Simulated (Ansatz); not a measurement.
Single-point calculation of B₂₄N₂₃ (part 2 of 2)

Continued. System: B₂₄N₂₃ (defect cell, 47 atoms in the cell). Method: DFT PBE, scalar-relativistic, plane waves, PAW, spin-polarised (Ansatz 0.2.0); cutoff 420 eV, 2×2×2 k-mesh, Gaussian smearing of 0.05 eV, collinear spins. The structure derives from an entry of the Crystallography Open Database.

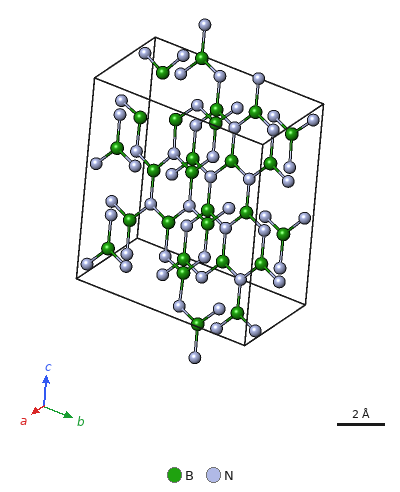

*The input geometry (ball-and-stick view of the cell of the calculation, seen slightly off an axis; bonded neighbours outside the cell are drawn too). An atom can appear more than once, as a periodic image.*

**What the program printed, continued**
```
  k-point 1 ↑: bands = ["-12.7817", "-12.6911", "-12.4947", "-12.4059", "-11.9666", "-11.8472", "-11.8445", "-11.6755", "-10.7323", "-10.6953", "-10.6018", "-10.5637", "-10.5612", "-10.5552", "-10.5536", "-10.3399", "-10.1503", "-10.0334", "-9.9818", "-9.9124", "-9.7035", "-9.6422", "-9.6388", "-4.0799", "-3.9818", "-3.8826", "-3.8806", "-3.7564", "-3.0384", "-2.9956", "-2.9760", "-2.9330", "-2.9315", "-2.9234", "-2.9212", "-2.9162", "-2.9147", "-2.7833", "-2.2748", "-1.3942", "-1.3512", "-1.1771", "-1.1759", "-1.0484", "-1.0416", "-0.9474", "-0.9361", "-0.7829", "-0.7794", "-0.4107", "-0.4067", "-0.3218", "-0.1580", "0.3426", "0.4545", "0.4933", "0.4947", "0.5024", "0.5068", "0.7896", "0.8534", "0.9087", "0.9617", "1.0116", "1.0222", "1.0272", "1.2572", "1.6622", "1.6665", "1.7525", "1.7568", "1.7883", "1.8964", "1.9059", "2.5136", "2.5598", "2.5923", "2.6047", "2.6109", "2.6134", "2.6992", "2.7533", "2.7559", "2.7637", "2.8197", "2.8550", "2.9175", "3.2922", "3.6319", "3.9094", "4.1465", "4.3351", "4.4519", "7.1858", "9.0274", "9.0882", "9.1629", "9.1867", "10.0518", "10.1228", "10.1347", "10.2477", "10.6641", "10.6991", "10.7557", "10.7803", "10.7810", "10.8035", "10.8206", "10.9284", "10.9288"]
  k-point 2 ↑: bands = ["-12.7389", "-12.6634", "-12.5304", "-12.4513", "-12.0125", "-11.8766", "-11.7975", "-11.6369", "-10.7501", "-10.7176", "-10.6468", "-10.5671", "-10.5368", "-10.5348", "-10.5135", "-10.3339", "-10.1348", "-10.0266", "-9.9984", "-9.9197", "-9.6939", "-9.6487", "-9.6398", "-4.0719", "-3.9746", "-3.8911", "-3.8846", "-3.7638", "-3.0420", "-3.0007", "-2.9859", "-2.9330", "-2.9263", "-2.9215", "-2.9158", "-2.9151", "-2.9111", "-2.7785", "-2.2702", "-1.3952", "-1.3492", "-1.1801", "-1.1798", "-1.0511", "-0.9426", "-0.7875", "-0.7860", "-0.7767", "-0.6952", "-0.4035", "-0.4004", "-0.3311", "-0.1486", "0.2737", "0.3429", "0.4007", "0.4482", "0.4975", "0.5018", "0.5035", "0.5098", "0.6184", "0.7580", "0.8016", "1.0269", "1.6164", "1.6523", "1.6653", "1.7481", "1.7520", "1.7568", "1.7933", "1.9078", "1.9084", "2.1402", "2.1602", "2.2040", "2.4427", "2.5202", "2.6085", "2.6121", "2.6880", "3.0216", "3.1190", "3.2622", "3.2723", "3.2983", "3.5035", "3.7689", "3.8734", "3.9551", "4.2346", "4.3707", "7.2101", "9.0832", "9.1216", "9.1500", "9.1881", "9.8603", "9.8989", "10.1182", "10.2551", "10.5211", "10.5494", "10.6003", "10.6112", "10.6380", "10.9177", "11.2320", "11.2704", "11.2850"]
  k-point 7 ↓: bands = ["-12.6615", "-12.6121", "-12.5950", "-12.4924", "-12.0320", "-11.8941", "-11.7592", "-11.6043", "-10.7604", "-10.7319", "-10.6617", "-10.5723", "-10.5142", "-10.5137", "-10.4801", "-10.3109", "-10.1092", "-10.0166", "-10.0144", "-9.9248", "-9.6838", "-9.6535", "-9.6389", "-3.9994", "-3.9576", "-3.9020", "-3.8871", "-3.7311", "-3.0219", "-2.9985", "-2.9802", "-2.9303", "-2.9202", "-2.9172", "-2.9155", "-2.9124", "-2.8938", "-2.7461", "-2.2384", "-1.3758", "-1.2956", "-1.1820", "-1.1815", "-1.0348", "-0.9086", "-0.7901", "-0.7808", "-0.3918", "-0.3894", "-0.3120", "-0.1298", "-0.1174", "-0.1033", "-0.0969", "-0.0081", "0.0542", "0.3299", "0.3573", "0.4432", "0.5025", "0.5038", "0.5116", "0.5166", "0.8067", "1.0778", "1.6633", "1.6891", "1.7489", "1.7630", "1.8064", "1.9104", "1.9174", "1.9640", "1.9702", "1.9782", "2.0295", "2.0374", "2.3851", "2.5237", "2.6072", "2.6140", "2.7847", "3.4298", "3.5013", "3.5247", "3.5396", "3.5526", "3.5653", "3.5747", "3.8249", "4.0541", "4.1290", "4.1560", "7.7029", "9.3226", "9.3709", "9.4125", "9.5020", "9.5618", "9.6167", "10.2850", "10.4176", "10.4300", "10.4850", "10.5412", "10.6671", "10.6825", "10.9355", "11.5154", "11.5897", "11.6160"]
--- Löwdin populations: 47 sites ---
  site symbol       q [e]    m [muB]
     0      B      2.6076     0.0036
     1      B      2.6078     0.0037
     2      B      2.6038     0.0006
     3      B      2.6039     0.0005
     4      B      2.6046     0.0000
     5      B      2.6047    -0.0001
     6      B      2.6061     0.0014
     7      B      2.6063     0.0016
     8      B      2.6047    -0.0000
     9      B      2.6047    -0.0000
    10      B      2.6038     0.0006
    11      B      2.6041     0.0005
    12      B      2.7702     0.1864
    13      B      2.6131     0.0375
    14      B      2.7681     0.1812
    15      B      2.5994     0.0106
    16      B      2.6001     0.0106
    17      B      2.6138     0.0369
    18      B      2.6003     0.0098
    19      B      2.6004     0.0098
    20      B      2.6000     0.0107
    21      B      2.6138     0.0368
    22      B      2.5993     0.0106
    23      B      2.7666     0.1817
    24      N      5.3336     0.0013
    25      N      5.3179    -0.0046
    26      N      5.3177    -0.0049
    27      N      5.3396    -0.0034
    28      N      5.3177    -0.0043
    29      N      5.3330     0.0003
    30      N      5.3330     0.0004
    31      N      5.3396    -0.0034
    32      N      5.3177    -0.0044
    33      N      5.3177    -0.0050
    34      N      5.3180    -0.0046
    35      N      5.3361     0.0050
    36      N      5.3363     0.0048
    37      N      5.3369     0.0039
    38      N      5.3370     0.0037
    39      N      5.3385     0.0016
    40      N      5.3385     0.0014
    41      N      5.3389     0.0005
    42      N      5.3388     0.0005
    43      N      5.3385     0.0015
    44      N      5.3385     0.0015
    45      N      5.3368     0.0041
    46      N      5.3372     0.0035
  spilling = 0.007247 (of n_electrons = 187.000000)
--- Band densities, each state counted as filled ---
  window                                       electrons  max residual (eV)  cut levels
  e_range: [-0.25, 0.25]             0.250000 + 0.750000             1.3e-4           0
  e_range: [-1.2, 0]                 0.875000 + 0.000000             3.1e-6           0
  e_range: [0, 1.2]                  0.250000 + 1.000000             1.5e-4           0
```

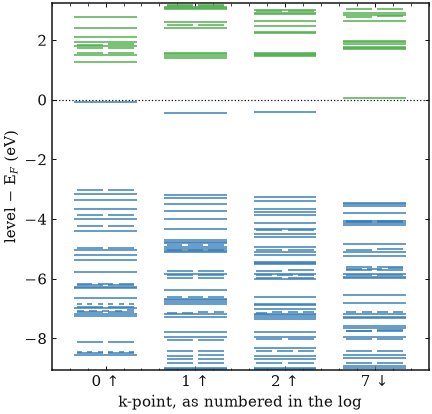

*Kohn–Sham levels near the Fermi level (dotted) at the few k-points that the log prints; levels within 0.02 eV of each other stand side by side.*

The system is metallic on the full mesh.

The run was set up as follows.

**Input file**
```yaml
crystal:
  lattice:
    - [3.74736, -2.163539, -6.6357]
    - [3.74736, -2.163539, 6.6357]
    - [-7.49472, -4.327079, 0.0]
  atoms:
    - { symbol: B, position: [0.7079427615, 0.9582568789, 0.8331790128] }
    - { symbol: B, position: [0.2085213868, 0.4575974773, 0.833190539] }
    - { symbol: B, position: [0.3749884708, 0.6245921307, 0.6665821433] }
    - { symbol: B, position: [0.8749247152, 0.1246065038, 0.666567878] }
    - { symbol: B, position: [0.0411663995, 0.2916108285, 0.4999255913] }
    - { symbol: B, position: [0.5415764679, 0.7911925969, 0.4999147961] }
    - { symbol: B, position: [0.7078571555, 0.9581755576, 0.3331835958] }
    - { symbol: B, position: [0.2076860492, 0.4583245998, 0.3331949055] }
    - { symbol: B, position: [0.3740808004, 0.6252066923, 0.1664513114] }
    - { symbol: B, position: [0.8746180877, 0.1246554472, 0.1664356291] }
    - { symbol: B, position: [0.0411615198, 0.2915869151, -0.0002062652] }
    - { symbol: B, position: [0.5413959215, 0.7913411329, -0.0002302469] }
    - { symbol: B, position: [0.6118316279, 0.3602416323, 0.8331900123], spin: 0.04 }
    - { symbol: B, position: [0.1245988244, 0.8741750589, 0.8332800117], spin: 0.01 }
    - { symbol: B, position: [0.3078634732, 0.0562552247, 0.6811805564], spin: 0.03 }
    - { symbol: B, position: [0.788997931, 0.5390097462, 0.6673368493] }
    - { symbol: B, position: [0.9635338695, 0.7128605118, 0.5033691362] }
    - { symbol: B, position: [0.458407642, 0.2097880461, 0.4986602819], spin: 0.01 }
    - { symbol: B, position: [0.6244337105, 0.3757506693, 0.3292651326] }
    - { symbol: B, position: [0.1289181168, 0.8794162928, 0.3373699707] }
    - { symbol: B, position: [0.2924342503, 0.0437109111, 0.1632218182] }
    - { symbol: B, position: [0.7937456421, 0.5437010586, 0.1679322107], spin: 0.01 }
    - { symbol: B, position: [0.9551908325, 0.7046302239, -0.0007708159] }
    - { symbol: B, position: [0.457096559, 0.211106776, -0.0143446166], spin: 0.03 }
    - { symbol: "N", position: [0.9572819447, 0.7065878406, 0.833293379] }
    - { symbol: "N", position: [0.1344560484, 0.8826640496, 0.6720085202] }
    - { symbol: "N", position: [0.6200003658, 0.3707256576, 0.6689626752] }
    - { symbol: "N", position: [0.792364581, 0.5425136328, 0.4999719462] }
    - { symbol: "N", position: [0.2972496385, 0.0483029049, 0.5076739053] }
    - { symbol: "N", position: [0.4581161021, 0.2100085831, 0.3311745705] }
    - { symbol: "N", position: [0.9612887676, 0.7110743801, 0.3353919894] }
    - { symbol: "N", position: [0.1254657292, 0.8759851475, 0.1666185723] }
    - { symbol: "N", position: [0.6226040846, 0.3741935613, 0.1589714061] }
    - { symbol: "N", position: [0.7853374356, 0.5337951035, -0.002449784] }
    - { symbol: "N", position: [0.2940025731, 0.0455239095, -0.0054022787] }
    - { symbol: "N", position: [0.8754490589, 0.1241456845, 0.8331941977] }
    - { symbol: "N", position: [0.3746190548, 0.6249113178, 0.8331806855] }
    - { symbol: "N", position: [0.5421354809, 0.79052325, 0.6664599791] }
    - { symbol: "N", position: [0.0409209669, 0.2916898324, 0.6664505867] }
    - { symbol: "N", position: [0.2078733727, 0.4582018329, 0.4998450086] }
    - { symbol: "N", position: [0.7081345351, 0.9578995454, 0.4998373522] }
    - { symbol: "N", position: [0.8745107033, 0.1248965866, 0.3331870581] }
    - { symbol: "N", position: [0.3743429909, 0.625053448, 0.3331890331] }
    - { symbol: "N", position: [0.5410437163, 0.7917023766, 0.1665175496] }
    - { symbol: "N", position: [0.0410813719, 0.2916355097, 0.1665325003] }
    - { symbol: "N", position: [0.2071648597, 0.458894403, -7.95487e-05] }
    - { symbol: "N", position: [0.7085415169, 0.9575214346, -0.0001131783] }
magnetization:
  spin_polarized: true
basis:
  ecutwfc: 420
  fft_grid_basis: typed
kpoints:
  mp_grid: { grid: [2, 2, 2] }
hamiltonian:
  xc: pbe
  pseudopotentials: { kind: paw }
scf:
  occupations: { method: gaussian, width: 0.05 }
  n_extra_bands: 17
output:
  forces: true
  stress: false
  eigenvalues: true
  bader: false
  write_density: false
  volumetric_format: npy
  populations: true
  band_densities:
    - { e_range: [-0.25, 0.25] }
    - { e_range: [-1.2, 0.0] }
    - { e_range: [0.0, 1.2] }
  dos:
    e_range: [-30, 8]
    de: 0.02
    method: { smearing: { sigma: 0.03, scheme: gaussian } }
    projected: { site_lists: { B: [B], "N": ["N"] } }
checkpoint:
  read: start.run
  write: ck
  compress: false
  write_wavefunctions: false
  write_every: 100000
```

Launched with:
```bash
ansatz run input.yaml --threads 4 --pin off --max-ram 10240MiB --backend cpu --events-out ev --progress --plain --runs-dir out
```

**Summary**

```json
{"quantity": "outcome", "value": "converged"}
{"quantity": "electrons treated", "value": "187"}
{"quantity": "free energy", "value": "−12626.0975 eV"}
{"quantity": "Fermi energy", "value": "7.634 eV"}
{"quantity": "gap on the k-point mesh", "value": "none (metallic)"}
{"quantity": "net moment of the cell", "value": "0.74 μB"}
{"quantity": "integrated absolute moment", "value": "0.83 μB"}
{"quantity": "largest force (length of the vector)", "value": "0.033 eV/Å"}
{"quantity": "hardware", "value": "4 threads of Arm Neoverse V1, 24 GiB of memory available, shared host"}
{"quantity": "wall time", "value": "19 s (CPU time 75 s)"}
{"quantity": "peak memory", "value": "1.7 GiB"}
```

**Remarks**

Notes on the run: the state was not tested for a lower one.
